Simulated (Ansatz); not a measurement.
## Electronic structure of Zr7Si8O32 (cell charge −1, with a compensating background) (cell with a defect) in real space

```
CELL_PARAMETERS angstrom
0.00000 6.67752 -6.02347
-6.67752 0.00000 6.02347
6.67752 0.00000 6.02347
ATOMIC_POSITIONS crystal
Zr 0.00000 0.50000 0.50000
Zr 0.50000 0.25000 0.75000
Zr 0.00000 0.00000 0.00000
Zr 0.50000 0.38300 0.37490
Zr 0.99190 0.11700 0.61700
Zr 0.50000 0.87490 0.88300
Zr 0.00810 0.62510 0.12510
Si 0.50000 0.00207 0.50207
Si 0.00000 0.75000 0.75000
Si 0.50000 0.49793 0.99793
Si 0.00000 0.25000 0.25000
Si 0.99974 0.87444 0.37444
Si 0.50000 0.62556 0.62530
Si 0.00026 0.37470 0.87470
Si 0.50000 0.12530 0.12556
O 0.30058 0.82777 0.32777
O 0.81715 0.56675 0.57029
O 0.31368 0.31445 0.81445
O 0.81715 0.07029 0.06675
O 0.99387 0.68944 0.37493
O 0.50000 0.44461 0.63666
O 0.00613 0.19556 0.88106
O 0.50000 0.94480 0.11715
O 0.99387 0.87493 0.18944
O 0.50000 0.61715 0.44480
O 0.00613 0.38106 0.69556
O 0.50000 0.13666 0.94461
O 0.18285 0.24960 0.25314
O 0.69942 0.02719 0.52719
O 0.18285 0.75314 0.74960
O 0.68632 0.50078 0.00078
O 0.50000 0.18555 0.49922
O 0.00354 0.93325 0.75040
O 0.50000 0.67223 0.97281
O 0.99646 0.42971 0.24686
O 0.19205 0.05539 0.55539
O 0.68550 0.81056 0.80444
O 0.17235 0.55520 0.05520
O 0.68550 0.30444 0.31056
O 0.82765 0.88285 0.38285
O 0.31450 0.62507 0.61894
O 0.80795 0.36334 0.86334
O 0.31450 0.11894 0.12507
O 0.00354 0.25040 0.43325
O 0.50000 0.99922 0.68555
O 0.99646 0.74686 0.92971
O 0.50000 0.47281 0.17223
```

Spin-polarised.

The calculation used DFT PBE, scalar-relativistic, plane waves, PAW in Ansatz.

Core electrons are frozen (PAW), and the valence fields are smoothed inside the atomic spheres.

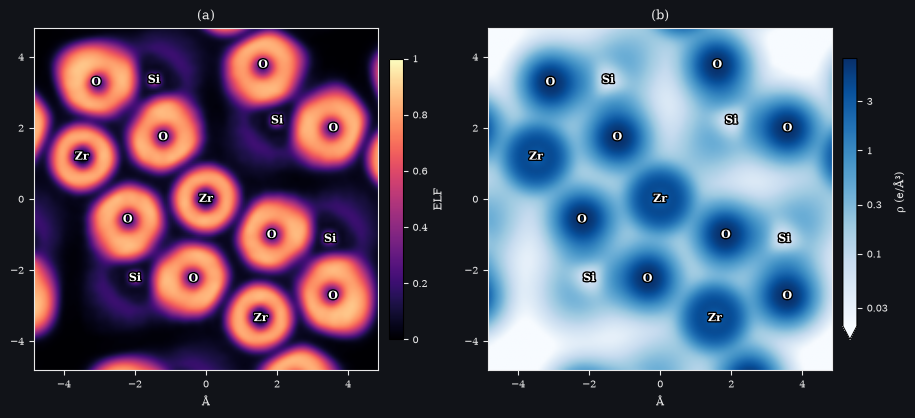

Figure 1. (a) ELF; (b) valence pseudo-density on the (100) plane of the calculation cell.

### What do the fields say about this system?

Atoms in the plane: Zr, Si and O. Si–O (1.61 Å): ρ at the midpoint is about 1.3 e/Å³; the ELF peaks at about 0.85 between the atoms: a short, strongly polar bond. Si–O (1.65 Å): the density is about 1.2 e/Å³ at the midpoint; the ELF peaks at about 0.85 between the atoms (a shared but strongly polarised pair). Zr–O (2.11 Å): ρ is about 0.63 e/Å³ halfway; the ELF peaks at about 0.85 in the valence shell of O, 0.6 Å from its nucleus, and drops to about 0.20 between the two atoms (no shared electron pair shows on this line). Zr–O (2.19 Å): the density is about 0.51 e/Å³ at the midpoint; the ELF peaks at about 0.85 in the valence shell of O, 0.6 Å from its nucleus, and drops to about 0.15 between the two atoms: no localised pair shows between them. Zr–O (2.27 Å): the density is about 0.45 e/Å³ at the midpoint; the ELF peaks at about 0.85 in the valence shell of O, 0.7 Å from its nucleus, and drops to about 0.15 between the two atoms (no localised pair shows between them). Between the atoms the lowest density in this plane is 0.005 e/Å³. The features right at Zr lie inside the PAW spheres, where the map follows smoothed inner orbitals and isn't to be read closely.

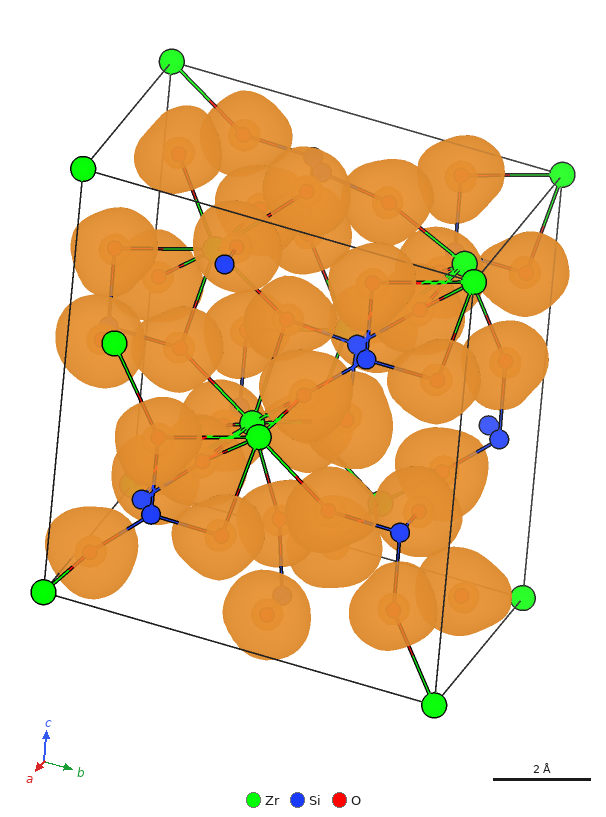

Figure 2. Isosurface of the ELF at 0.65 (orange), seen slightly off an axis. Core shells and regions of very low density are left out. Sticks mark near contacts.

### Where are the electrons localised?

The ELF exceeds this value in 32 regions on O in which the atom's valence shell and bonds are merged, counted in one cell of 47 atoms. Any copies at cell faces, edges or corners count once.


 Zr–O (2.07 Å): the ELF peaks at about 0.85 in the valence shell of O, 0.6 Å from its nucleus, and drops to about 0.20 between the two atoms; no localised pair shows between them.
